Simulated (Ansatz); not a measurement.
## Single-point calculation, with input and output: Si24O47H (charge −1) (part 2 of 2)

The same run, continued: Si24O47H (defect cell, 72 atoms in the cell, total charge −1); DFT, HSE06, PAW, plane waves (Ansatz 0.2.0); cutoff 420 eV, 1×1×1 k-mesh, Fermi–Dirac smearing of 0.01 eV. 

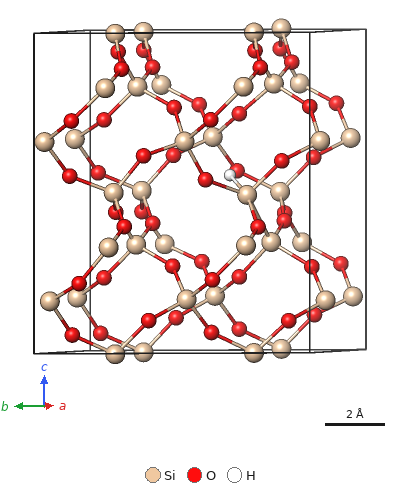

Figure 1. The input geometry (ball-and-stick view of the cell of the calculation, seen at an oblique angle).

### Output, continued
```
--- Per-component energies (eV) ---
  E_band       = -2349.090719
  E_kinetic    = 9542.082245
  E_local      = -23499.317209  (includes V_loc(G=0)·N_el)
  E_nonlocal   = 2768.922208
  E_hartree    = 8488.370934
  E_xc         = -3896.104474
  E_vxc        = -4482.476352  (∫ρ·V_xc dr)
  E_exx        = -1087.128385  (= α·E_x^exact, valence–valence)
  E_paw        = -19661.417978  (= ΣΔE_a)
  E_vpaw       = -1480.913215  (= ΣTr[D̂ρ^β])
  E_aug_tail   = 0.119565  (compensation charges beyond the density's cutoff)
  E_ewald      = -14677.082349
  E_core_change = -2.671806  (= ΣΔE_core)
  E_smearing   = -0.000000  (= −TS)
  E_closure    = -0.000022  (closes the sum)
  E_deformation_potential = -11.604283  (in the stress; not in F)
  Σ components = -42024.227271   (vs F -42024.227271, Δ=0.00e0)
--- Forces (eV/Å), atoms counted from 1 ---
  atom   1  Si     0.03353834     0.00855271     0.00683205
  atom   2  Si    -0.02899610     0.04308881    -0.02404692
  atom   3  Si    -0.02247776     0.00362380     0.01158988
  atom   4  Si    -0.05831736    -0.03081303    -0.05239303
  atom   5  Si    -0.04007654     0.01618243    -0.01873693
  atom   6  Si    -0.01641869    -0.00325098     0.01322443
  atom   7  Si    -0.02170658    -0.00940956     0.00739592
  atom   8  Si     0.06653553     0.03771613     0.07184768
  atom   9  Si     0.05711780    -0.02658870    -0.00520381
  atom  10  Si     0.01044940    -0.01507096    -0.01577743
  atom  11  Si     0.01089285    -0.01234931    -0.01332345
  atom  12  Si     0.01104711    -0.04786979     0.01829571
  atom  13  Si     0.31405526    -0.09915822    -0.21620440
  atom  14  Si     0.01660686    -0.00425162    -0.01856068
  atom  15  Si    -0.01205012    -0.00334149     0.00411312
  atom  16  Si     0.02296718     0.00168102    -0.00982135
  atom  17  Si     0.00882434     0.02187153    -0.01076045
  atom  18  Si    -0.11574586    -0.01871021     0.18917991
  atom  19  Si    -0.00625813     0.01941851    -0.01259269
  atom  20  Si     0.00641985     0.03431134     0.01995294
  atom  21  Si    -0.00979459     0.00121942     0.02532190
  atom  22  Si    -0.00996066     0.01731375    -0.00849512
  atom  23  Si     0.00378902     0.02305825     0.00240252
  atom  24  Si     0.02844444     0.03641018     0.00961136
  atom  25  O      0.23005966     0.04786662    -0.09362900
  atom  26  O      0.25751113    -0.09308122    -0.01241545
  atom  27  O      0.21183418     0.02629627    -0.10489536
  atom  28  O      0.21875051    -0.02432160    -0.20543164
  atom  29  O      0.20463159     0.00950937    -0.13158096
  atom  30  O      0.22612862     0.00218475    -0.10250004
  atom  31  O      0.17784597     0.00309231    -0.10654041
  atom  32  O      0.17946983    -0.02771439    -0.14538005
  atom  33  O     -0.26307545     0.14114904    -0.11724628
  atom  34  O     -0.12905105     0.20631583    -0.08240118
  atom  35  O     -0.11393814     0.16775834    -0.09875217
  atom  36  O     -0.11753322     0.19804460    -0.09430256
  atom  37  O     -0.17766969     0.15342095    -0.10317141
  atom  38  O     -0.09962567     0.16492089    -0.13026330
  atom  39  O     -0.09912149     0.18471938    -0.12677674
  atom  40  O     -0.14304638     0.18709719    -0.10245487
  atom  41  O     -0.09367821    -0.18564647    -0.10778589
  atom  42  O     -0.07489729    -0.17729835    -0.11826971
  atom  43  O     -0.11283069    -0.17005278    -0.12155663
  atom  44  O     -0.06213002    -0.12215938    -0.04480043
  atom  45  O     -0.10071619    -0.19615348    -0.11578348
  atom  46  O     -0.09322389    -0.22591627    -0.08415603
  atom  47  O     -0.09708983    -0.18025778    -0.12742479
  atom  48  O     -0.25542533     0.14662907    -0.02701382
  atom  49  O     -0.09038529     0.17771150     0.12790266
  atom  50  O     -0.09503493     0.19978666     0.09903583
  atom  51  O     -0.08555262     0.18315510     0.14680044
  atom  52  O      0.02852361     0.13506799     0.11201920
  atom  53  O     -0.08592388     0.22985205     0.10667811
  atom  54  O     -0.07785813     0.21422826     0.08550017
  atom  55  O     -0.10641549     0.18463127     0.12879890
  atom  56  O      0.25605952     0.00537962     0.07979468
  atom  57  O      0.20772471    -0.03994726     0.11452639
  atom  58  O      0.18293797     0.01616883     0.15819301
  atom  59  O      0.20415593    -0.03853359     0.09361196
  atom  60  O      0.21616246     0.03849048     0.05002889
  atom  61  O      0.18681014    -0.04721338     0.05516808
  atom  62  O      0.19663427    -0.02156715     0.10964061
  atom  63  O      0.19517176    -0.00839956     0.11670265
  atom  64  O     -0.12324803    -0.16807807     0.09493816
  atom  65  O     -0.01402548    -0.03107556     0.27376033
  atom  66  O     -0.12308601    -0.20757209     0.10567295
  atom  67  O     -0.10001053    -0.19059933     0.13351052
  atom  68  O     -0.09684211    -0.16720194     0.09170155
  atom  69  O     -0.18333984    -0.16845028     0.11287509
  atom  70  O     -0.07819044    -0.17413658     0.13296999
  atom  71  O     -0.12338744    -0.19721549     0.12451918
  atom  72  H     -0.21300439    -0.15446636    -0.12356701
  max |Σ_I F_I| component: 1.01e-4 eV/Å
--- Charged-cell corrections in eV (Makov–Payne, q = -1.000 e, ε = 4.500) ---
  F (periodic)     = -42024.227271  (uncorrected; the corrections below are reported, never added to it)
  E_corr1          = +0.465349  (monopole, q²α_M/2εL)
  F Makov-Payne    = -42023.761922  (F + E_corr1; no measured alignment; for a localised charge, not one spread in a band: unchecked)
--- Band table (eV) ---
  k-point 0: bands = ["-19.8071", "-19.6649", "-19.6192", "-19.5681", "-19.4649", "-19.3522", "-19.3160", "-19.2180", "-19.1287", "-19.0773", ... 52 levels left out ..., "-5.9907", "-5.7290", "-5.6892", "-5.5603", "-5.5220", "-5.3037", "-5.1476", "-5.0369", "-4.9133", "-4.7245", "-4.7079", "-4.6844", "-4.6427", "-4.5961", "-4.5713", "-4.5175", "-4.4792", "-4.4544", "-4.4050", "-4.3944", "-4.3496", "-4.2632", "-4.2283", "-4.1399", "-4.1082", "-4.0250", "-3.9898", "-3.9541", "-3.8426",
      "-3.6507", "-3.5887", "-3.2037", "-2.6032", "-2.4658", "-2.3953", "-2.3781", "-2.3534", "-2.3456", "-2.2813", "-2.2241", "-2.2017", "-2.1614", "-2.0966", "-2.0661", "-2.0080", "-1.9915", "-1.9681", "-1.9221", "-1.8870", "-1.8330", "-1.7912", "-1.7604", "-1.7333", "-1.7034", "-1.6096", "-1.5518", "-1.5137", "-1.4931", "-1.4578", "-1.4372", "-1.3514", "-1.2776", "-1.2675", "-1.2260", "-1.2054", "-1.1931", "-1.1620", "-1.1272", "-1.1078",
      "-1.0561", "-1.0077", "-0.9887", "-0.9080", "-0.8318", "-0.7981", "-0.7492", "-0.7303", "-0.6997", "-0.6763", "-0.6579", "-0.6182", "-0.5831", "-0.5617", "-0.5353", "-0.5156", "-0.4464", "-0.4145", "-0.3743", "-0.3427", "-0.2931", "-0.2705", "-0.2335", "-0.2143", "-0.1809", "-0.1440", "-0.1192", "-0.0923", "-0.0752", "-0.0395", "-0.0016", "0.0392", "0.0761", "0.1349", "0.1477", "0.2113", "0.2214", "0.2789", "0.3095", "0.3501",
      "0.4217", "0.4583", "0.4954", "0.5194", "0.5401", "0.5881", "0.5923", "0.6220", "0.6737", "0.7327", "0.7682", "0.8174", "0.8523", "0.8658", "0.9518", "1.2376", "1.2828", "1.6400", "4.2087", "9.4250", "9.5429", "9.9930", "10.2967", "10.4104", "10.8281", "11.1015", "11.1472", "11.2987", "11.5113", "11.6774", "11.7864", "11.8515", "11.8946", "11.9761", "12.0190", "12.0313", "12.0779", "12.1432", "12.1819", "12.2436",
      "12.2815", "12.3438", "12.4028", "12.4598", "12.5124", "12.5735", "12.5983", "12.6442", "12.6801", "12.7323", "12.7881", "12.8569", "12.8797", "12.9029", "12.9404", "12.9657", "13.0268", "13.0993", "13.1363", "13.1918", "13.2180", "13.3211", "13.3466", "13.4142", "13.4508", "13.5049", "13.5908", "13.6465", "13.7094", "13.7296", "13.7781", "13.8349", "13.9254", "13.9719", "14.0652", "14.1049", "14.1597", "14.2637", "14.3211", "14.3635",
      "14.4477", "14.5504", "14.6123", "14.6462", "14.6897", "14.7971", "14.8280", "14.8802", "14.9162", "14.9654", "15.0626"]
--- Löwdin populations: 72 sites ---
  site symbol       q [e]
     0     Si      2.1634
     1     Si      2.1657
     2     Si      2.1531
     3     Si      2.1730
     4     Si      2.1528
     5     Si      2.1503
     6     Si      2.1663
     7     Si      2.1566
     8     Si      2.1776
     9     Si      2.1500
    10     Si      2.1514
    11     Si      2.1529
    12     Si      2.6902
    13     Si      2.1508
    14     Si      2.1510
    15     Si      2.1527
    16     Si      2.1522
    17     Si      2.7606
    18     Si      2.1521
    19     Si      2.1528
    20     Si      2.1499
    21     Si      2.1673
    22     Si      2.1519
    23     Si      2.1522
    24      O      6.8201
    25      O      6.8192
    26      O      6.8229
    27      O      6.8229
    28      O      6.8216
    29      O      6.8234
    30      O      6.8258
    31      O      6.8198
    32      O      6.8160
    33      O      6.8246
    34      O      6.8192
    35      O      6.8231
    36      O      6.8233
    37      O      6.8235
    38      O      6.8215
    39      O      6.8225
    40      O      6.8228
    41      O      6.8207
    42      O      6.8230
    43      O      6.8236
    44      O      6.8224
    45      O      6.8180
    46      O      6.8216
    47      O      6.8261
    48      O      6.8215
    49      O      6.8208
    50      O      6.8222
    51      O      6.8182
    52      O      6.8223
    53      O      6.8217
    54      O      6.8212
    55      O      6.8243
    56      O      6.8208
    57      O      6.8223
    58      O      6.8218
    59      O      6.8172
    60      O      6.8181
    61      O      6.8230
    62      O      6.8236
    63      O      6.8234
    64      O      6.8321
    65      O      6.8231
    66      O      6.8209
    67      O      6.8249
    68      O      6.8214
    69      O      6.8240
    70      O      6.8184
    71      H      1.2359
  spilling = 0.013770 (of n_electrons = 380.000000)
```

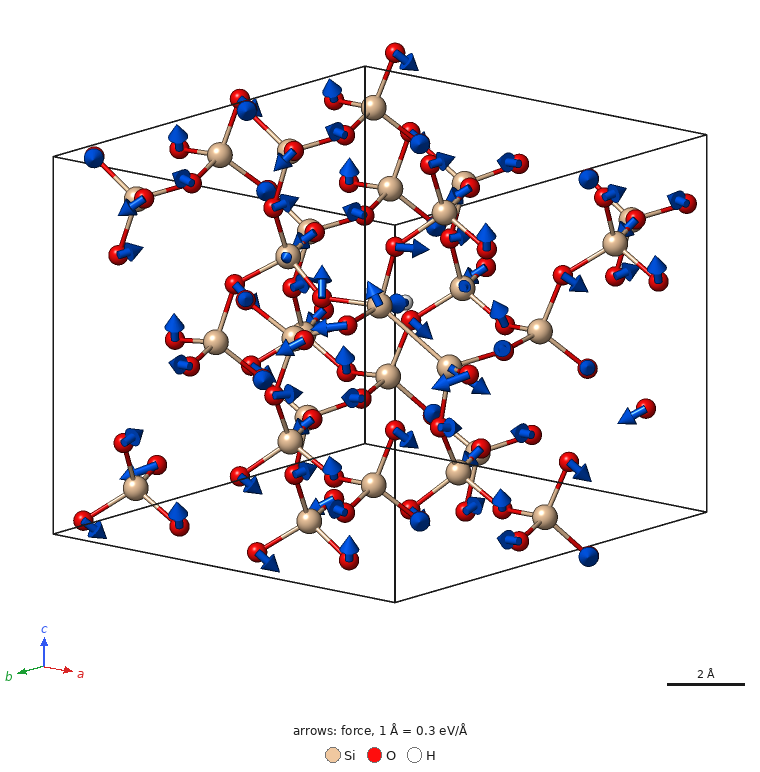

Figure 2. Forces on the atoms as blue arrows (ball-and-stick view of the cell of the calculation, seen at an oblique angle; bonded neighbours outside the cell are drawn too); the smallest are left out. The largest act on Si13 (0.39 eV/Å); O33 (0.32 eV/Å); O28, O48 (0.30 eV/Å); H72 (0.29 eV/Å), among others. Atoms are counted from 1 in the order of the input and aren't labelled in the picture. 

### Results in brief

| quantity | value |
| --- | --- |
| outcome | converged |
| electrons treated | 380 |
| free energy | −42024.2273 eV |
| Fermi energy | 6.817 eV |
| largest force (length of the vector) | 0.394 eV/Å |
| wall time | 4.8 min (CPU time 37 min) |
| peak memory | 4.5 GiB |

### Remarks

The k-point mesh is coarse for a cell of this size, so the results may not be converged.
